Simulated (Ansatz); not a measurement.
H$_{4}$CO: several calculations on one system

Part 1: Relaxation

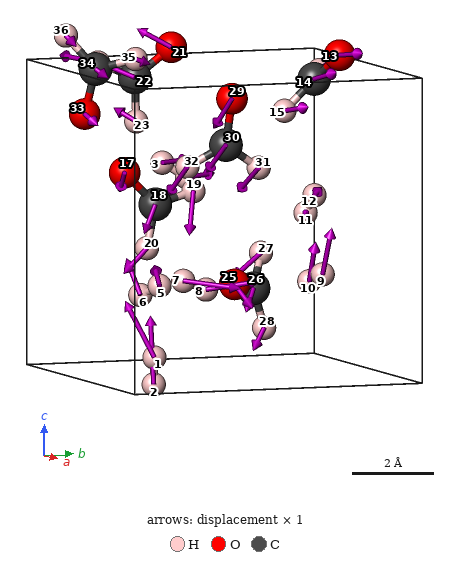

A relaxation of an amorphous cell of composition H₄CO. The starting structure is drawn; purple arrows show the displacements, at their true length.

The picture is a ball-and-stick view of the cell of the calculation, seen slightly off an axis.

The cell holds 6 H2 + 6 H2CO. The run prepares the start of a later molecular dynamics calculation, from a guessed geometry.

All numbers below come from Ansatz 0.2.0, DFT PBE-D3(BJ), scalar-relativistic, plane waves, PAW. Set-up: plane-wave cutoff 420 eV; k-point mesh 1 × 1 × 1; occupations fermi dirac; smearing width 0.02 eV; no spin polarisation; atoms relaxed in a fixed cell; force threshold 0.3 eV/Å; at most 15 steps.

Atoms of which element are displaced furthest, and by how much?

Answer. Hydrogen: up to 1.72 Å, against 1.14 Å for carbon.

Describe the change and its energy.

Answer. After 12 geometry steps the energy has fallen by 92.6 meV per atom. The largest force component goes from 1.5 to 0.29 eV/Å. An H atom moves most: 1.72 Å along +c. Largest moves by element: H 1.72 Å, C 1.14 Å, O 1.10 Å. The cell doesn't change. Some distances before and after: H–H 0.737 → 0.760 Å, C–H 1.104 → 1.116 Å, C–O 1.220 → 1.215 Å. Cost: 50 s on 1 thread of Arm Neoverse V1 (shared host), peak memory 0.44 GiB.

Limits of the set-up: the program's low-accuracy preset was used; the periodic images lie only 7.6 Å apart, so the values are limited by the cell's size.

Part 2: Dynamics

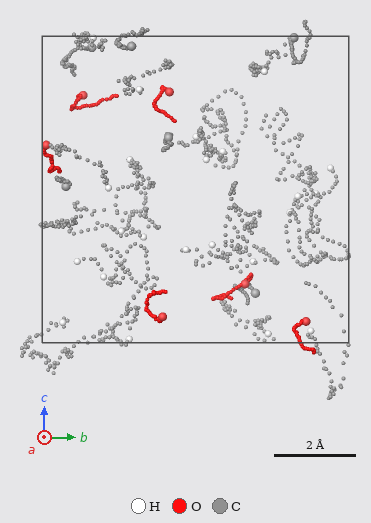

A Born-Oppenheimer molecular dynamics run of a periodic cell with 6 H2 + 6 H2CO at 0.731 g/cm³, 225 fs long. Dots mark each atom's position at evenly spaced times, in the colour of its element; spheres stand at the starting positions. Seen along the a axis in the simulation cell.

Theory: Ansatz 0.2.0, DFT PBE-D3(BJ), scalar-relativistic, plane waves, PAW. Run with plane-wave cutoff 420 eV; k-point mesh 1 × 1 × 1; Fermi-Dirac smearing 0.02 eV; low-accuracy preset; Langevin thermostat (NVT); set temperature 500 K; time step 0.75 fs; friction 0.02 per fs.

Input file:
```yaml
accuracy: low
crystal:
  lattice:
    - [7.587421, 0.0, 0.0]
    - [0.0, 7.587421, 0.0]
    - [0.0, 0.0, 7.587421]
  atoms:
    - { symbol: H, position: [0.60594448, 0.11391304, 0.26478811] }
    - { symbol: H, position: [0.61169222, 0.19982172, 0.21450525] }
    - { symbol: H, position: [0.17329133, 0.50169986, 0.67183386] }
    - { symbol: H, position: [0.17570374, 0.58840337, 0.62380514] }
    - { symbol: H, position: [0.30192474, 0.33029545, 0.34433618] }
    - { symbol: H, position: [0.2369398, 0.25711626, 0.36333928] }
    - { symbol: H, position: [0.73337658, 0.46856623, 0.30344851] }
    - { symbol: H, position: [0.68390413, 0.55434342, 0.319338] }
    - { symbol: H, position: [0.60675699, 0.83384158, 0.47775006] }
    - { symbol: H, position: [0.52584385, 0.80784941, 0.42467339] }
    - { symbol: H, position: [0.20858998, 0.89338399, 0.4854683] }
    - { symbol: H, position: [0.23251996, 0.93997416, 0.56997073] }
    - { symbol: O, position: [0.82304563, 0.86055685, 1.06905923] }
    - { symbol: C, position: [0.68628182, 0.82100628, 0.99498535] }
    - { symbol: H, position: [0.6828459, 0.72484366, 0.88475958] }
    - { symbol: H, position: [0.55738705, 0.87615986, 1.03838093] }
    - { symbol: O, position: [0.82275826, 0.01271576, 0.64488396] }
    - { symbol: C, position: [0.87981775, 0.07709423, 0.50985469] }
    - { symbol: H, position: [0.92935675, 0.21590897, 0.50486671] }
    - { symbol: H, position: [0.88423344, 0.00318299, 0.38279073] }
    - { symbol: O, position: [-0.02917297, 0.39246702, 1.08428086] }
    - { symbol: C, position: [-0.07239369, 0.29127317, 0.96717229] }
    - { symbol: H, position: [-0.03974104, 0.31614983, 0.82613807] }
    - { symbol: H, position: [-0.14337852, 0.1661067, 0.99468164] }
    - { symbol: O, position: [0.33309133, 0.66135221, 0.19143381] }
    - { symbol: C, position: [0.17924632, 0.69504746, 0.16125669] }
    - { symbol: H, position: [0.07513548, 0.68777993, 0.26469743] }
    - { symbol: H, position: [0.13244936, 0.73708938, 0.0289918] }
    - { symbol: O, position: [0.6235137, 0.41485179, 0.81793258] }
    - { symbol: C, position: [0.5638876, 0.41166444, 0.66911573] }
    - { symbol: H, position: [0.52878669, 0.53496608, 0.59701908] }
    - { symbol: H, position: [0.54119886, 0.28558415, 0.59702555] }
    - { symbol: O, position: [0.30836737, 0.13296084, 0.80712891] }
    - { symbol: C, position: [0.33009448, 0.16139607, 0.96299229] }
    - { symbol: H, position: [0.3948175, 0.2836178, 1.01118079] }
    - { symbol: H, position: [0.28495805, 0.06634396, 1.0657268] }
basis:
  ecutwfc: 420.0
kpoints:
  mp_grid: { grid: [1, 1, 1] }
hamiltonian:
  xc: pbe
  dispersion: d3bj
scf:
  occupations: { method: fermi_dirac, width: 0.02 }
  lower_state_search: "off"
md:
  timestep: 0.75
  n_steps: 300
  ensemble: nvt_langevin
  temperature: 500.0
  initial_velocities: maxwell_boltzmann
  seed: 790707
  friction: 0.02
```

Command:
```bash
ansatz run input.yaml --threads 1 --pin off --max-ram 3072MiB --backend cpu --events-out ev --progress --plain --runs-dir out
```

What do the traces tell about the motion?

Answer. Root-mean-square distances from the starting positions over the second half, with the common drift of all atoms taken out: H 1.32 Å, O 0.76 Å, C 0.53 Å. The heavy atoms stay within a fraction of a molecule's size of their starting places, while the hydrogen atoms travel further, as molecules turn; so short a run doesn't tell a liquid from a solid.

Limits of the set-up: the program's low-accuracy preset was used; the periodic images lie only 7.6 Å apart, so the values are limited by the cell's size.

The run took 14 min on 1 thread of Arm Neoverse V1, on a shared host, peak memory 0.46 GiB.

Part 3: Dynamics

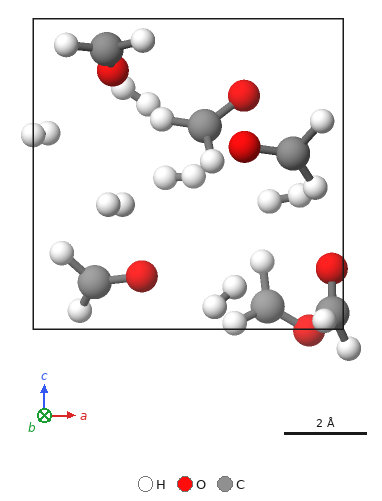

Starting frame of a dynamics run of a periodic cell with 6 H2 + 6 H2CO at 0.731 g/cm³. It starts from the last geometry of an earlier run, with fresh velocities. A ball-and-stick model of the simulation cell, seen along the b axis.

Computed with DFT PBE-D3(BJ), scalar-relativistic, plane waves, PAW in Ansatz 0.2.0.

Input file:
```yaml
accuracy: low
crystal:
  lattice:
    - [7.587421, 0.0, 0.0]
    - [0.0, 7.587421, 0.0]
    - [0.0, 0.0, 7.587421]
  atoms:
    - { symbol: H, position: [0.58113696, 0.279467, 0.06771773] }
    - { symbol: H, position: [0.64549587, 0.31129238, 0.13150548] }
    - { symbol: H, position: [0.04448177, 0.63483383, 0.62766025] }
    - { symbol: H, position: [-0.00390464, 0.5515568, 0.62163278] }
    - { symbol: H, position: [0.28456337, 0.1847509, 0.39734702] }
    - { symbol: H, position: [0.23844287, 0.10115186, 0.39730668] }
    - { symbol: H, position: [0.75804136, 0.66617679, 0.40759572] }
    - { symbol: H, position: [0.85534541, 0.66574894, 0.42689195] }
    - { symbol: H, position: [0.42234719, 0.85932163, 0.48367733] }
    - { symbol: H, position: [0.51320198, 0.82883704, 0.48875319] }
    - { symbol: H, position: [0.36712145, 0.75768794, 0.72030342] }
    - { symbol: H, position: [0.28602676, 0.74391359, 0.77400053] }
    - { symbol: O, position: [0.8854448, 0.88738647, 0.99177855] }
    - { symbol: C, position: [0.75184382, 0.85912173, 1.0693173] }
    - { symbol: H, position: [0.64539884, 0.79724076, 1.01518225] }
    - { symbol: H, position: [0.7344799, 0.8703137, 1.21328108] }
    - { symbol: O, position: [0.67758841, 0.05185672, 0.58345187] }
    - { symbol: C, position: [0.83386218, 0.06647095, 0.56203854] }
    - { symbol: H, position: [0.92710704, 0.01887348, 0.66615453] }
    - { symbol: H, position: [0.90530725, 0.13689171, 0.45233707] }
    - { symbol: O, position: [-0.04159963, 0.41151618, 1.19098897] }
    - { symbol: C, position: [-0.03948532, 0.35076841, 1.04810808] }
    - { symbol: H, position: [0.01345896, 0.42422991, 0.93350756] }
    - { symbol: H, position: [-0.06502019, 0.20982285, 1.02326237] }
    - { symbol: O, position: [0.34620669, 0.62334865, 0.16619469] }
    - { symbol: C, position: [0.19456769, 0.67136343, 0.14753398] }
    - { symbol: H, position: [0.08858789, 0.63600256, 0.24094096] }
    - { symbol: H, position: [0.14665627, 0.77046607, 0.05583945] }
    - { symbol: O, position: [0.67549696, 0.43848455, 0.74824274] }
    - { symbol: C, position: [0.54927804, 0.40280241, 0.65068752] }
    - { symbol: H, position: [0.41180121, 0.45605962, 0.67214031] }
    - { symbol: H, position: [0.57292543, 0.30618436, 0.53711809] }
    - { symbol: O, position: [0.25286906, 0.2488768, 0.82967951] }
    - { symbol: C, position: [0.23299211, 0.10157266, 0.89839809] }
    - { symbol: H, position: [0.34980551, 0.02668597, 0.92612642] }
    - { symbol: H, position: [0.10304427, 0.04774721, 0.91177115] }
basis:
  ecutwfc: 420.0
kpoints:
  mp_grid: { grid: [1, 1, 1] }
hamiltonian:
  xc: pbe
  dispersion: d3bj
scf:
  occupations: { method: fermi_dirac, width: 0.02 }
  lower_state_search: "off"
md:
  timestep: 0.5
  n_steps: 400
  ensemble: nve
  temperature: 500.0
  initial_velocities: maxwell_boltzmann
  seed: 434447
```

Launched with:
```bash
ansatz run input.yaml --threads 1 --pin off --max-ram 3072MiB --backend cpu --events-out ev --progress --plain --runs-dir out
```

Predict how the run goes.

Over the second half the temperature averages 479 K (spread ±38 K). The potential energy in the second half lies on average 2.8 meV per atom above the first frame. In the second half of the run the atoms are, in the root-mean-square, this far from where they began (common drift taken out): H 1.85 Å, O 1.10 Å, C 0.94 Å. The molecules turn and drift from their places.

Along the run (each row but the first and the last is the mean over the interval that it begins):

| time (fs) | potential energy (meV/atom) | T (K) |
| --- | --- | --- |
| 0.0 | 0.0 | 500 |
| 25.0 | 1.8 | 487 |
| 50.0 | -0.7 | 506 |
| 75.0 | -2.0 | 517 |
| 100.0 | 0.5 | 496 |
| 125.0 | 4.2 | 467 |
| 150.0 | 5.3 | 459 |
| 175.0 | 1.2 | 491 |
| 200.0 | -6.4 | 551 |

The paths of the atoms:

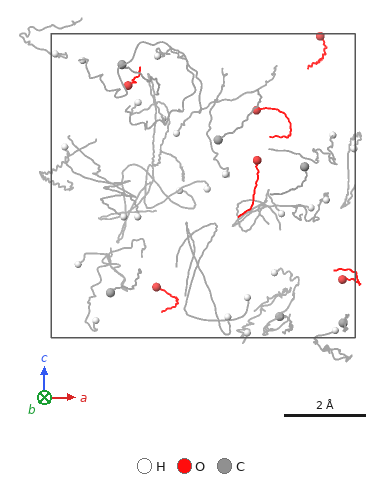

Limits of the set-up: the program's low-accuracy preset was used; the periodic images lie only 7.6 Å apart, so the values are limited by the cell's size.

Cost: 15 min on 1 thread of Arm Neoverse V1, with other jobs on the host, peak memory 0.43 GiB.
